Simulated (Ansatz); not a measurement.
```cif
data_structure
_symmetry_space_group_name_H-M 'P 1'
_symmetry_Int_Tables_number 1
_cell_length_a 3.2168
_cell_length_b 3.2168
_cell_length_c 22.8730
_cell_angle_alpha 90.000
_cell_angle_beta 90.000
_cell_angle_gamma 90.000
_cell_volume 236.69
loop_
_atom_site_label
_atom_site_type_symbol
_atom_site_fract_x
_atom_site_fract_y
_atom_site_fract_z
_atom_site_occupancy
Mo1 Mo 0.50000 0.50000 0.32790 1
Si1 Si 0.00000 0.00000 0.38466 1
Si2 Si 0.50000 0.50000 0.44324 1
Mo2 Mo 0.00000 0.00000 0.50000 1
Si3 Si 0.50000 0.50000 0.55676 1
Si4 Si 0.00000 0.00000 0.61534 1
Mo3 Mo 0.50000 0.50000 0.67210 1
```

Not relaxed (largest force 1.7 eV/Å); computed without spin polarisation.

Computed with DFT PBE, scalar-relativistic, plane waves, PAW in Ansatz 0.2.0.

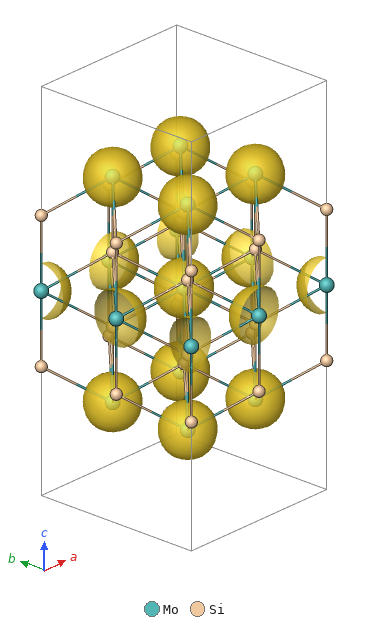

Si4Mo3 (slab). Isosurface of the valence electron density at 0.8 e/Å³ (yellow), seen at an oblique angle. Sticks mark near contacts.

The density is the valence pseudo-density of a PAW calculation; it isn't the true density close to the nuclei.

**How is the density connected at this value?**

At this value the density breaks into separate islands; it holds about 50 % of the electrons treated as valence (semicore included). It bridges none of the near contacts. It is pinched off along the sampled Si–Mo (2.62 Å) contacts. On the grid the lowest density along these lines, outside the cores, is 0.39 e/Å³ (Si–Mo, 2.62 Å).

**Does the calculation make it a metal, or give it a gap?**

It is metallic or semimetallic at this level of theory: no gap opens.
